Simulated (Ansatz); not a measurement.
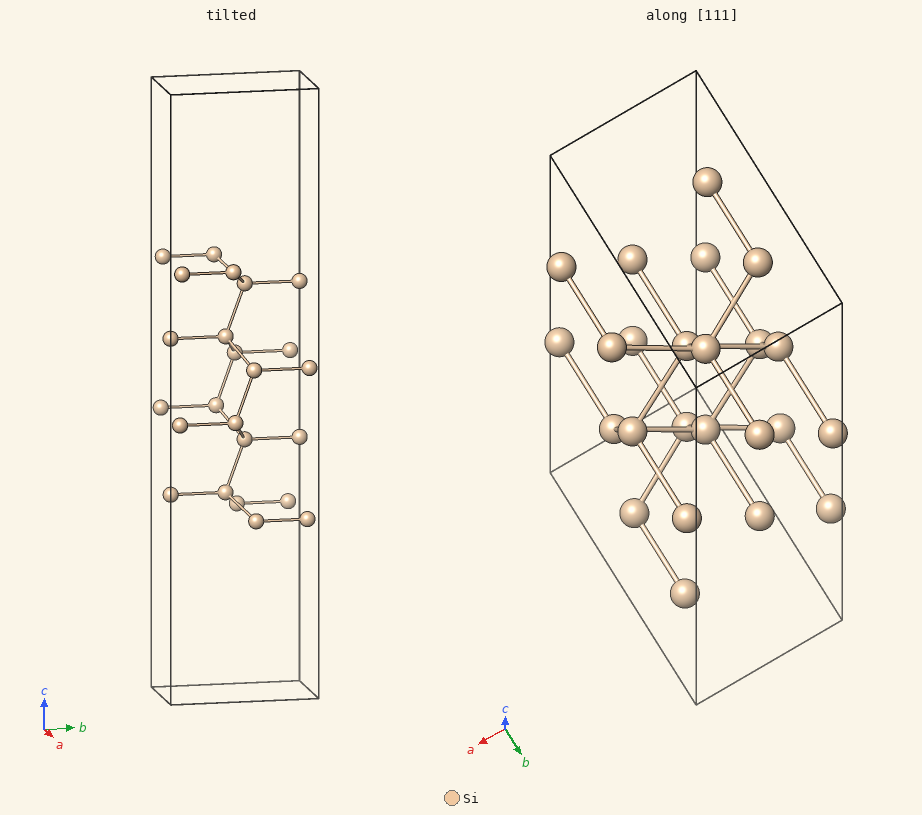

Drawn in the ball-and-stick manner and seen slightly off an axis and along [111]. The parallelepiped is the simulation cell.

Describe the arrangement of the atoms.

- The element is silicon.
- The cell holds 16 atoms.
- With all contacts inside bonding distance counted, the coordination numbers are Si 3 to 4 (mean 3.8).
- The bonds build Si layers parallel to (001).

Origin of the cell: a structure listed in the Materials Project, from which a slab was cut. The atoms were relaxed in a fixed cell with DFT r2SCAN, scalar-relativistic, plane waves, PAW in Ansatz 0.2.0.
